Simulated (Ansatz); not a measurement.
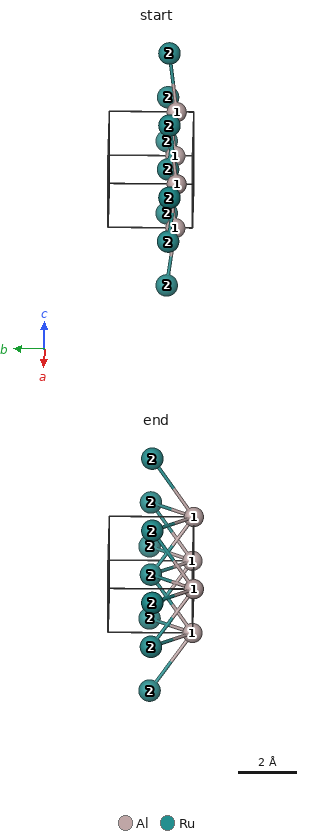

The structure of a crystal of AlRu (set up in Pm) before (top) and after (bottom) a relaxation, at one scale.

A ball-and-stick model of the cell of the calculation, seen from a free direction.

These are results of DFT LDA, scalar-relativistic, plane waves, PAW (Ansatz), not measurements.

Input file:
```yaml
crystal:
  lattice:
    - [2.9537571757, 0.0, 0.0]
    - [0.0, 2.9537571757, 0.0]
    - [0.0, 0.0, 2.9537571757]
  atoms:
    - { symbol: Al, position: [0.0079071975, 0.2029771433, 8.36492e-05] }
    - { symbol: Ru, position: [0.4920928025, 0.2970228567, 0.4999163508] }
basis:
  ecutwfc: 420
kpoints:
  mp_grid: { grid: [12, 12, 12] }
hamiltonian:
  xc: lda
scf:
  occupations: { method: gaussian, width: 0.15 }
output:
  forces: true
  stress: true
  eigenvalues: true
relax:
  adjacent_minimum: "off"
  f_tol: 0.01
  max_steps: 80
```

Launched with:
```bash
ansatz run input.yaml --threads 2 --pin off --max-ram 5120MiB --backend cpu --events-out ev --progress --plain --runs-dir out
```

### Summarise the run.

The largest moves, 0.60 Å, are those of Al1 and Ru2. Al1 goes along −b. Largest moves by element: Al 0.60 Å, Ru 0.60 Å. The lattice vectors keep their values. Some distances before and after: Al1–Ru2 3.415 → 2.558 Å, Al1–Ru2 (another image) 3.375 → 2.557 Å, Al1–Ru2 (another image) 2.075 → 2.558 Å, Al1–Ru2 (another image) 2.140 → 2.559 Å. New bonds form: Al1–Ru2 (3.37 → 2.56 Å), Al1–Ru2 (3.41 → 2.56 Å), Al1–Ru2 (3.42 → 2.56 Å). Bond angles that change, for instance: Ru2–Al1–Ru2 164.7° → 109.5°, Al1–Ru2–Al1 164.7° → 109.5°, Ru2–Al1–Ru2 90.8° → 70.5°. The space group (tolerance 0.01 Å) goes from Pm (No. 6) to Pm-3m (No. 221). After 4 accepted moves (5 points after the start) the energy has fallen by 2105 meV per atom. Largest force component: 3.3 eV/Å at the start, 0.0065 eV/Å at the end. 1 step only repeated the SCF at the same geometry. Cost: 83 s on 2 threads of Intel(R) Xeon(R) Platinum 8259CL CPU @ 2.50GHz (Skylake/Cascade Lake), with other jobs on the host, peak memory 0.74 GiB.
